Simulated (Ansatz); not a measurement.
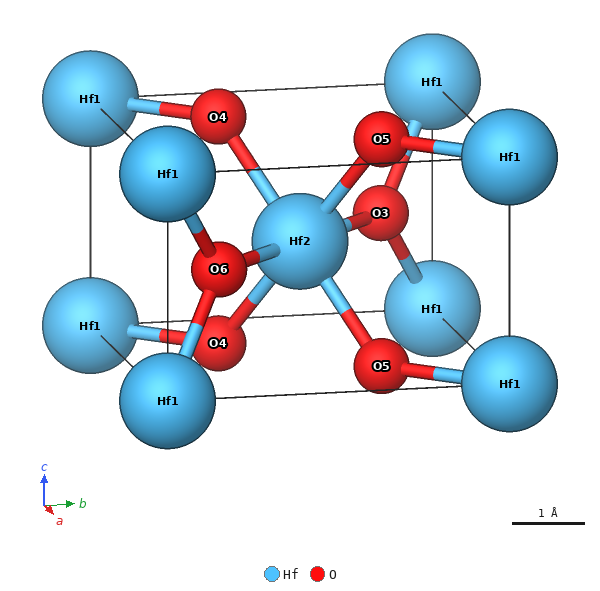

Figure 1. The structure (ball-and-stick view of the cell of the calculation, seen slightly off an axis; atoms are numbered from 1 in the order of the input). An atom can appear more than once, as a periodic image. Near neighbours in the periodic cell (some may lie outside the picture): Hf has 6 O at 2.10 to 2.11 Å; O has 3 Hf at 2.10 to 2.11 Å.

## HfO2: band-structure calculation

- system: HfO2 (P4₂/mnm, 6 atoms in the cell)
- method: DFT PBE, scalar-relativistic, plane waves, PAW, no spin polarisation (Ansatz 0.2.0)

The structure was made by a generator, so it may or may not be a known phase. Figures and captions count atoms from 1; the log counts them from 0 in places.

The input
```yaml
crystal:
  lattice:
    - [4.8803626997, 0.0, 0.0]
    - [0.0, 4.8803626997, 0.0]
    - [0.0, 0.0, 3.2376885664]
  atoms:
    - { symbol: Hf, position: [0.0, 0.0, 0.0] }
    - { symbol: Hf, position: [0.5, 0.5, 0.5] }
    - { symbol: O, position: [0.1948152178, 0.8051847822, 0.5] }
    - { symbol: O, position: [0.3051847822, 0.3051847822, 0.0] }
    - { symbol: O, position: [0.6948152178, 0.6948152178, 0.0] }
    - { symbol: O, position: [0.8051847822, 0.1948152178, 0.5] }
basis:
  ecutwfc: 420
kpoints:
  mp_grid: { grid: [6, 6, 8] }
  band_path:
    path:
      - [[0.0, 0.0, 0.0], [0.0, 0.5, 0.0], [0.5, 0.5, 0.0], [0.0, 0.0, 0.0], [0.0, 0.0, 0.5], [0.0, 0.5, 0.5], [0.5, 0.5, 0.5], [0.0, 0.0, 0.5]]
      - [[0.0, 0.5, 0.0], [0.0, 0.5, 0.5]]
      - [[0.5, 0.5, 0.0], [0.5, 0.5, 0.5]]
    npoints: 14
hamiltonian:
  xc: pbe
scf:
  occupations: { method: gaussian, width: 0.02 }
  n_extra_bands: 15
output:
  forces: true
  stress: true
  eigenvalues: true
  populations: true
  dos: { projected: true, de: 0.02, nscf_kmesh: { grid: [9, 9, 12] } }
  bader: true
  write_density: true
  write_potential: true
  elf: true
  volumetric_format: npy
```

Run as:
```bash
ansatz run input.yaml --threads 1 --pin off --max-ram 2560MiB --backend cpu --events-out ev --progress --plain --runs-dir out
```

Output
```
scf.n_extra_bands = 15 over 38 filled bands (N_el = 76.0): the run solves 53 bands
Engine: ansatz 0.2.0, x86_64-unknown-linux-gnu
Pseudopotentials: kind: paw
Pseudopotential: Hf, paw, valence charge 26, recommended cutoff 420 eV (normal), Hf.paw.azcp
Pseudopotential: O, paw, valence charge 6, recommended cutoff 420 eV (normal), O.paw.azcp
Functional definition: PBE
  parameter kappa = 0.804
  parameter beta = 0.06672455060314922
  exchange = pbe_x(kappa = kappa, mu = beta*pi^2/3)
  correlation = pbe_c(beta = beta)
Crystal: 6 atoms, lattice volume = 77.115 Å³
Basis set: ecut = 420 eV, 1503 PW (Γ), exchange–correlation on 72×72×48 points (8 copies of the dense FFT grid, shifted against one another)
Bands: 53, of which v1, the nominal top of the filled ones, is band 38 counted from 1 (37 counted from 0)
Symmetry: 16 space group operations
Space group: P42/mnm (ITA 136), of the structure as read, at distance tolerance 4.3e-5 Å
k-points: 50 of 288
Non-local potential: Hf, projectors of the file, l = 0: 3, l = 1: 2, l = 2: 2, l = 3: 3
Non-local potential: O, projectors of the file, l = 0: 2, l = 1: 2, l = 2: 1
PAW form: soft (Blöchl's): semilocal exchange-correlation on the pseudo side does not see the compensation charge
PAW one-centre angular grid: Hf, 590 points (default); XC on 64 Gauss nodes
PAW one-centre angular grid: O, 110 points (default); XC on 64 Gauss nodes
Initial density: superposition of atomic densities (neutral atoms: chi_scale 0, normalization atom), corrected by the library's trained network
Initial wavefunctions: pseudopotential atomic-orbital guess
Functional: x = pbe(κ = 0.804, μ = 0.2195149727645171), c = pbe(β = 0.06672455060314922)
SCF iter   1: F=—  HF=-33723.206031 eV  |F-HF|=—  |Δ(HF+E_count)|=         —  Δρ=2.97e-3  dr2=5.64e-3  ethr=1.77e-3  ⟨swp⟩=6.0  Hψ=8679  notcnv=0  defer=142
preconditioner: auto → Resta (q_TF=auto, 2.722 Å⁻¹)  ε∞=4.1  [insulator: Δε(μ)=3.931 eV  Ē_g=20.427 eV  σ=0.020 eV  W_gap=1.00  n_scr=30 (ndim 8)  ℏωp=35.9 eV  f_vac=0.094  D(μ)=0.00/eV (n_scr^D=0)  ε∞_Penn≈4.1]
SCF iter   2: F=—  HF=-33723.206263 eV  |F-HF|=—  |Δ(HF+E_count)|=   2.32e-4  Δρ=1.50e-3  dr2=1.22e-3  ethr=7.42e-6  ⟨swp⟩=2.0  Hψ=4876  notcnv=0  defer=421
SCF iter   3: F=—  HF=-33723.206405 eV  |F-HF|=—  |Δ(HF+E_count)|=   1.42e-4  Δρ=6.60e-4  dr2=3.28e-4  ethr=1.61e-6  ⟨swp⟩=2.0  Hψ=2826  notcnv=0  defer=421
SCF iter   4: F=—  HF=-33723.206471 eV  |F-HF|=—  |Δ(HF+E_count)|=   6.62e-5  Δρ=1.37e-4  dr2=1.13e-5  ethr=4.31e-7  ⟨swp⟩=2.0  Hψ=3951  notcnv=0  defer=421
SCF iter   5: F=—  HF=-33723.206365 eV  |F-HF|=—  |Δ(HF+E_count)|=   1.06e-4  Δρ=7.33e-5  dr2=2.84e-6  ethr=1.48e-8  ⟨swp⟩=2.0  Hψ=3953  notcnv=0  defer=421
SCF iter   6: F=—  HF=-33723.206366 eV  |F-HF|=—  |Δ(HF+E_count)|=   1.10e-6  Δρ=2.75e-5  dr2=5.00e-7  ethr=3.74e-9  ⟨swp⟩=2.2  Hψ=3645  notcnv=0  defer=421
SCF iter   7: F=-33723.206367 eV  HF=-33723.206367 eV  |F-HF|=1.52e-8  |Δ(HF+E_count)|=   4.05e-7  Δρ=5.51e-6  dr2=2.46e-8  ethr=1.32e-10  ⟨swp⟩=12.9  Hψ=18932  notcnv=0
SCF 1 converged in 7 iterations: F = -33723.206367 eV  dr2 = 2.46e-8
  greatest PAW one-centre occupation: 0.999 electrons in one spin orbital (limit 2), on the Hf atom at site 1 (counted from 0), in its partial waves of l = 0
```

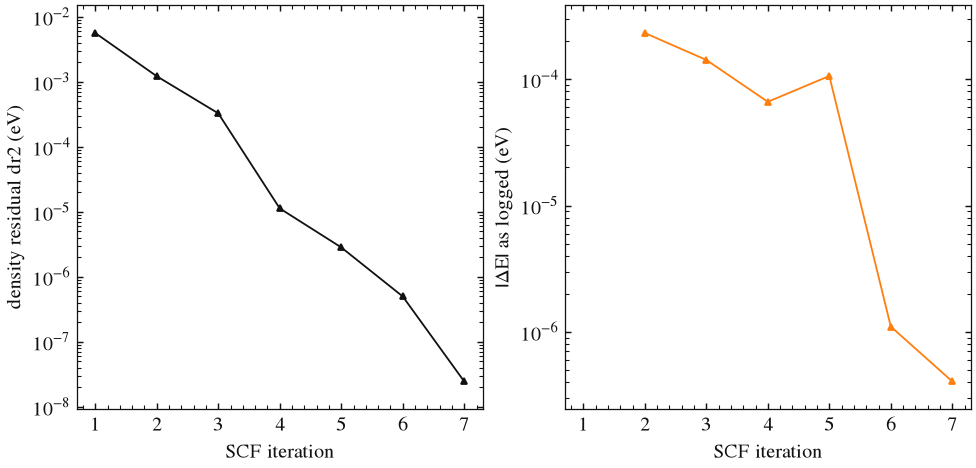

Figure 2. Convergence of the self-consistent field: density residual dr2 and size of the energy change against the SCF iteration. The residual falls at every step.

```
NSCF: frozen V_eff on 129 k-points
NSCF: frozen V_eff on 105 k-points
SCF converged after 7 iterations
Free energy (F): -33723.206367 eV
Harris-Foulkes:  -33723.206367 eV  (|F-HF|=1.52e-8)
Internal energy: -33723.206367 eV  (E = F + TS)
E sigma→0 (E₀):  -33723.206367 eV
Fermi energy:    13.988596 eV
--- Per-component energies (eV) ---
  E_band       = -157.628032
  E_kinetic    = 1539.201165
  E_local      = -13152.270007  (includes V_loc(G=0)·N_el)
  E_nonlocal   = -2293.914185
  E_hartree    = 5974.826789
  E_xc         = -893.857149
  E_vxc        = -907.084265  (∫ρ·V_xc dr)
  E_paw        = -14486.849763  (= ΣΔE_a)
  E_vpaw       = 2706.783293  (= ΣTr[D̂ρ^β])
  E_aug_tail   = 0.009949  (compensation charges beyond the density's cutoff)
  E_ewald      = -10410.353166
  E_smearing   = -0.000000  (= −TS)
  E_closure    = 0.000000  (closes the sum)
  Σ components = -33723.206367   (vs F -33723.206367, Δ=0.00e0)
--- Forces (eV/Å), atoms counted from 1 ---
  atom   1  Hf     0.00000000    -0.00000000     0.00000000
  atom   2  Hf     0.00000000    -0.00000000     0.00000000
  atom   3  O     -0.00079920     0.00079920     0.00000000
  atom   4  O      0.00079920     0.00079920     0.00000000
  atom   5  O     -0.00079920    -0.00079920     0.00000000
  atom   6  O      0.00079920    -0.00079920     0.00000000
  max |Σ_I F_I| component: 3.69e-18 eV/Å
--- Stress (GPa, compression-positive) ---
        0.019615       0.000000       0.000000
        0.000000       0.019615       0.000000
        0.000000       0.000000      -0.005495
  P = ⅓ Tr σ = 0.0112 GPa (0.112 kbar)
--- Band table (eV; the first three rows and the last of 50) ---
  k-point 0: bands = ["-48.4702", "-48.4620", "-17.3927", "-17.3927", "-17.1333", "-17.1333", "-17.0184", "-16.9660", "-5.4936", "-4.7412", "-3.7445", "-3.7445", "1.6458", "1.6458", "1.6535", "1.6797", "1.6797", "1.6834", "1.6845", "1.6845", "1.7075", "1.7135", "1.7308", "1.7341", "1.8150", "1.8150", "6.6519", "7.1736", "7.8977", "8.6134", "8.6134", "10.2530", "10.2530", "10.4816", "11.3807", "11.6291", "11.6291", "12.0375", "15.9397", "16.1303", "17.1732", "17.5311", "17.5311", "18.0742", "19.7028", "20.0907", "22.3060", "22.3060", "22.9117", "22.9117", "24.2290", "26.2991", "26.9433"]
  k-point 1: bands = ["-48.4672", "-48.4597", "-17.3693", "-17.3693", "-17.1315", "-17.1315", "-17.1027", "-17.0562", "-5.3235", "-4.6208", "-3.8397", "-3.8397", "1.6499", "1.6499", "1.6588", "1.6823", "1.6823", "1.6842", "1.6847", "1.6847", "1.7051", "1.7101", "1.7255", "1.7289", "1.8021", "1.8021", "6.8995", "7.3592", "8.0550", "8.5899", "8.5899", "10.0490", "10.4386", "10.4386", "10.8447", "11.4363", "11.4363", "11.9436", "16.2495", "16.5921", "17.0637", "17.4817", "17.4817", "18.4528", "19.4937", "20.3704", "22.2260", "22.2260", "23.5090", "23.5090", "24.1268", "26.3911", "26.9683"]
  k-point 2: bands = ["-48.4599", "-48.4541", "-17.3089", "-17.3089", "-17.2990", "-17.2665", "-17.1304", "-17.1304", "-4.9025", "-4.3496", "-4.0661", "-4.0661", "1.6607", "1.6607", "1.6764", "1.6812", "1.6843", "1.6843", "1.6893", "1.6893", "1.6993", "1.7021", "1.7065", "1.7331", "1.7724", "1.7724", "7.5469", "7.8033", "8.5115", "8.6384", "8.6384", "9.1717", "9.8348", "10.7482", "10.7482", "10.9609", "10.9609", "11.6002", "16.8627", "16.9162", "17.4268", "17.5589", "17.5589", "18.9380", "19.4610", "21.0306", "22.0598", "22.0598", "23.7867", "24.8800", "24.8800", "26.6434", "26.6948"]
  k-point 49: bands = ["-48.4478", "-48.4478", "-17.5533", "-17.5533", "-17.1837", "-17.1837", "-17.1732", "-17.1732", "-4.4312", "-4.4312", "-4.0724", "-4.0724", "1.6774", "1.6774", "1.6833", "1.6833", "1.6860", "1.6860", "1.6931", "1.6931", "1.6940", "1.6940", "1.7292", "1.7292", "1.7399", "1.7399", "8.0270", "8.0270", "8.1848", "8.1848", "9.0317", "9.0317", "10.0363", "10.0363", "11.0243", "11.0243", "11.5559", "11.5559", "17.0816", "17.0816", "17.7575", "17.7575", "18.3548", "18.3548", "21.1687", "21.1687", "22.0109", "22.0109", "23.2514", "23.2514", "24.9342", "24.9342", "25.0091"]
--- Löwdin populations: 6 sites ---
  site symbol       q [e]
     0     Hf     24.5266
     1     Hf     24.5266
     2      O      6.6887
     3      O      6.6887
     4      O      6.6887
     5      O      6.6887
  spilling = 0.002526 (of n_electrons = 76.000000)
--- Bader charges: 6 sites ---
  site symbol  charge [e]  shift [e]
     0     Hf      2.6630     0.0057
     1     Hf      2.6630     0.0057
     2      O     -1.3315     0.0028
     3      O     -1.3315     0.0028
     4      O     -1.3315     0.0028
     5      O     -1.3315     0.0028
  estimated error of the sums over rays = 2.3e-4 e
```

File bader_charges.tsv
```
# site	symbol	x_ang	y_ang	z_ang	partial_charge_e	electrons	volume_ang3	relative_density_drop	shared_charge_e	partial_wave_shift_e
# quadrature_error_electrons = 2.3e-4
0	Hf	0.0000	0.0000	0.0000	2.66297	69.33703	10.41	-	2.66297	0.00568
1	Hf	2.4402	2.4402	1.6188	2.66297	69.33703	10.41	-	2.66297	0.00568
2	O	0.9508	3.9296	1.6188	-1.33148	9.33148	14.07	-	-1.33148	0.00284
3	O	1.4894	1.4894	0.0000	-1.33148	9.33148	14.07	-	-1.33148	0.00284
4	O	3.3910	3.3910	0.0000	-1.33148	9.33148	14.07	-	-1.33148	0.00284
5	O	3.9296	0.9508	1.6188	-1.33148	9.33148	14.07	-	-1.33148	0.00284
```

File populations.tsv
```
# site	symbol	l	j	q
# orbitals = lowdin
# n_electrons = 76.000000
# spilling = 0.002526
0	Hf	0_5S	-	1.970267
0	Hf	0_6S	-	0.433734
0	Hf	1_5P	-	5.985875
0	Hf	2_5D	-	2.139329
0	Hf	3_4F	-	13.997411
1	Hf	0_5S	-	1.970267
1	Hf	0_6S	-	0.433734
1	Hf	1_5P	-	5.985875
1	Hf	2_5D	-	2.139329
1	Hf	3_4F	-	13.997411
2	O	0_2S	-	1.701386
2	O	1_2P	-	4.987317
3	O	0_2S	-	1.701386
3	O	1_2P	-	4.987317
4	O	0_2S	-	1.701386
4	O	1_2P	-	4.987317
5	O	0_2S	-	1.701386
5	O	1_2P	-	4.987317
```

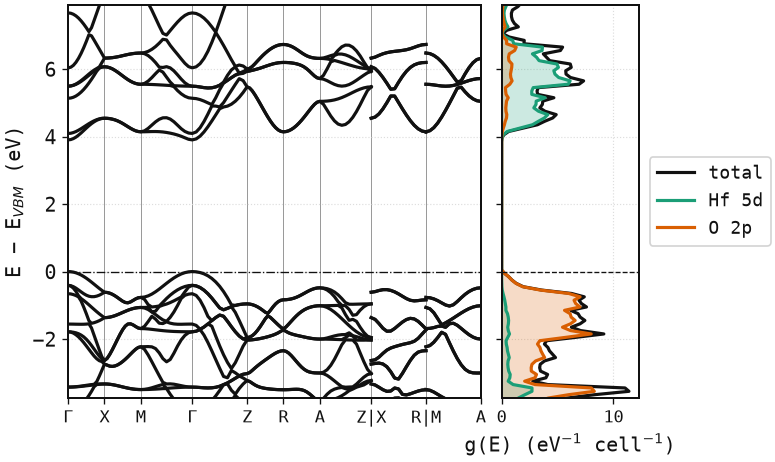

Figure 3. Band structure along Γ–X–M–Γ–Z–R–A–Z|X–R|M–A and density of states (projected on Löwdin-orthogonalised atomic shells), with energies from the valence-band top. There is a gap of 3.90 eV on this path, direct, at Γ.

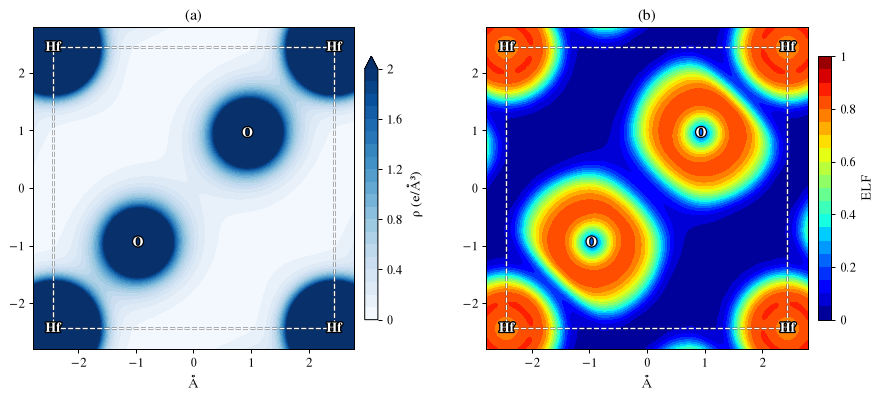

Figure 4. (a) valence charge density (pseudo); (b) electron localisation function on the (001) plane of the conventional cell. The section cuts through Hf and O sites. Hf–O (2.11 Å): ρ at the midpoint is about 0.72 e/Å³; the ELF peaks at about 0.85 in the valence shell of O, 0.6 Å from its nucleus, and drops to about 0.20 between the two atoms. Away from the nuclei the density in this plane falls to 0.03 e/Å³ at its lowest. The strong features right at Hf lie inside the PAW spheres (semicore, d or f shells) and say nothing about bonding. In a PAW calculation such maps are meaningful between the atoms, not at the nuclei.

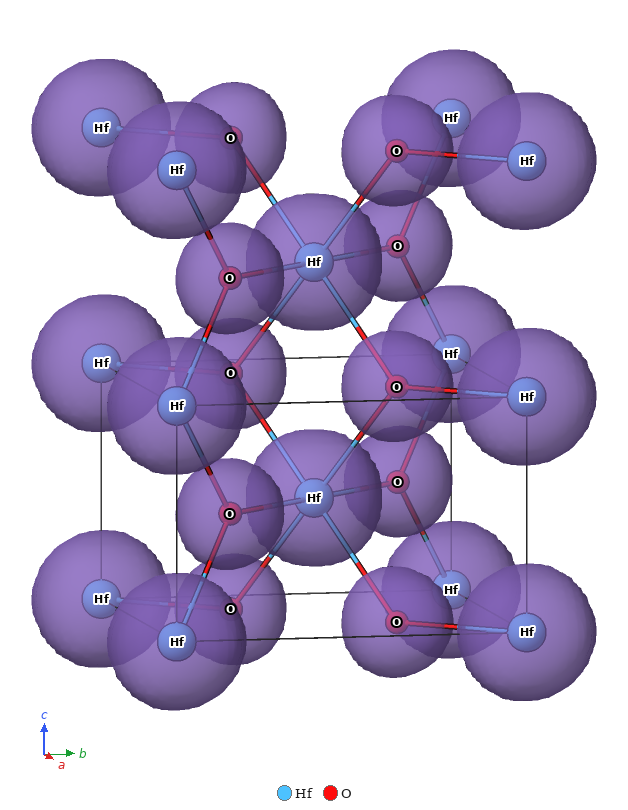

Figure 5. Isosurface of the valence electron density at 1 e/Å³ (purple), seen slightly off an axis. Sticks mark near contacts. The outline is the cell set on symmetry axes. At this value the density breaks into separate islands; it holds about 80 % of the electrons treated as valence (semicore included). It is pinched off along the Hf–O (2.10 Å) contacts. On the grid the lowest density along these lines, outside the cores, is 0.68 e/Å³ (Hf–O, 2.10 Å).

Results in brief

- outcome: converged
- space group (tolerance 0.01 Å): P4₂/mnm (136)
- electrons treated: 76
- free energy: −33723.2064 eV
- Fermi energy: 13.989 eV
- gap on the k-point mesh: 3.90 eV
- gap on the band path: 3.90 eV
- pressure: 0.01 GPa
- largest force (length of the vector): 0.001 eV/Å
- hardware: 1 thread of Intel Xeon @ 2.50GHz (Skylake/Cascade Lake), 189 GiB of memory available, shared host
- wall time: 3.2 min
- peak memory: 0.57 GiB

Notes

Spin–orbit coupling is left out, which matters for Hf.
